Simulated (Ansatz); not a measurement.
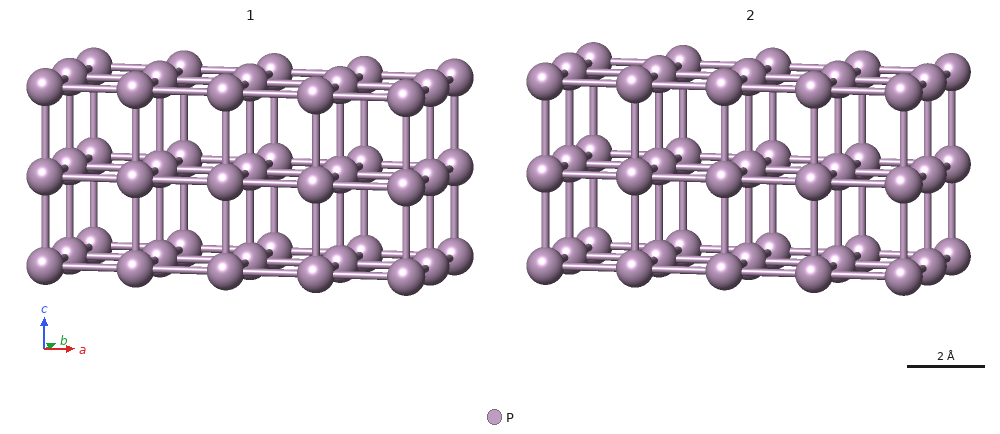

Two geometries of a crystal of P (set up in Pm-3m): one is the relaxed structure, the other was perturbed away from it. The picture is a ball-and-stick view of the cell of the calculation, repeated 4 × 2 × 2 with one cell outlined, seen slightly off an axis.

All numbers below come from DFT PBEsol, scalar-relativistic, plane waves, PAW (Ansatz 0.2.0). (plane-wave cutoff 420 eV; k-point mesh 18 × 18 × 18; occupations gaussian; smearing width 0.1 eV; no spin polarisation)

Which is the distorted one, and what does the distortion cost?

Structure 1 is the perturbed one. Uniaxial strain along c, −3.0 %, is applied. The a and b axes and the atoms are relaxed. The volume changes by −1.7 %, with a = b 2.422 → 2.438 Å (+0.7 %), c 2.422 → 2.349 Å (−3.0 %). No atom moves by more than 0.005 Å relative to the cell. Some distances before and after: P–P 2.422 → 2.349 to 2.438 Å. The space group (tolerance 0.01 Å) goes from Pm-3m (No. 221) to P4/mmm (No. 123). It costs 7.2 meV per atom. Pressure: 0.0 GPa before, 2.4 GPa after. The principal stresses (compression positive) are 7.1 GPa along c and none across it.
